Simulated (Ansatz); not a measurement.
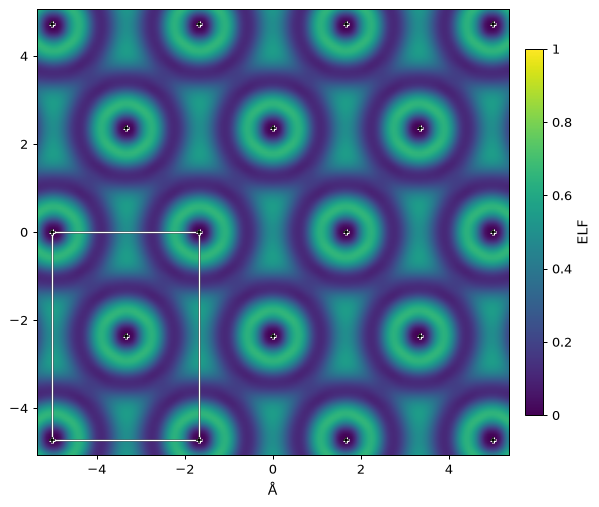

The ELF on a plane through atoms (crosses mark nuclei in the plane).

Computed with Ansatz 0.2.0, DFT, PBE, plane waves (420 eV) with PAW, scalar-relativistic.

Candidates:
A. La, a = 3.62 Å, b = 3.62 Å, c = 5.84 Å, α = 90.00°, β = 90.00°, γ = 120.00°. Space group P6₃/mmc; set up as La, hcp; a generated structure, not necessarily the stable one; changed on purpose from its base cell (volume × 0.88); computed pressure about 4 GPa in this cell; the program warned that a starting moment wasn't kept; spin-polarised, but the moments vanished.
B. Ti, a = 3.34 Å, b = 3.34 Å, c = 3.34 Å, α = 90.00°, β = 90.00°, γ = 90.00°. Space group Im-3m; set up as Ti, bcc; a generated structure, not necessarily the stable one; changed on purpose from its base cell (volume × 1.08); computed pressure about −7 GPa in this cell; the program warned that a starting moment wasn't kept; spin-polarised, but the moments vanished.
C. Sc, a = 2.89 Å, b = 2.89 Å, c = 2.89 Å, α = 90.00°, β = 90.00°, γ = 90.00°. Space group Pm-3m; set up as Sc, simple cubic; a generated structure, not necessarily the stable one; changed on purpose from its base cell (volume × 0.92); computed pressure about 3 GPa in this cell; spin-polarised.

**Which candidate gave the map?**

Candidate B: Ti on the (110) plane of the conventional cell, which holds Ti. Ti–Ti (2.89 Å): the ELF is about 0.20 at the midpoint (no shared electron pair shows on this line).
